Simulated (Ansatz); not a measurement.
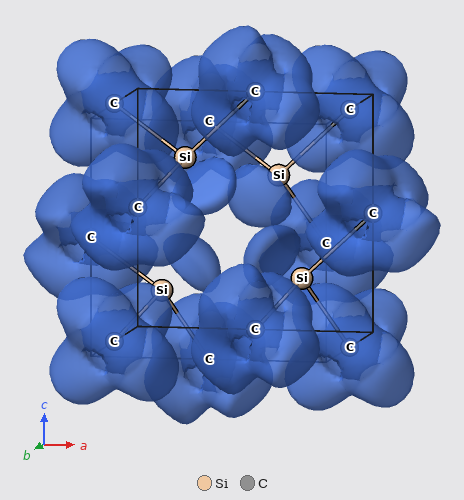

Figure 1: Si$_{4}$C$_{3}$. Isosurface of the ELF at 0.7 (blue), seen at an oblique angle. Only the valence region is drawn (cores and ρ < 0.01 e/Å³ removed). Sticks mark near contacts.

Space group P-43m; a generated structure, not necessarily the stable one.

Theory: DFT PBE, scalar-relativistic, plane waves, PAW (Ansatz).

In a PAW calculation such maps are meaningful between the atoms, not at the nuclei.

Q: Describe the localisation domains.

A: At this value the surface marks out three regions on C in which the atom's valence shell and bonds are merged and four lobes on Si, pointing away from the bonds (lone pairs), counted in one cell of 7 atoms. Any copies at cell faces, edges or corners count once.

Values along the shortest contacts:
Si–C (1.89 Å): the ELF peaks at about 0.90 between the atoms.

Q: Metal or insulator at this level of theory?

A: It is metallic or semimetallic at this level of theory: no gap opens.
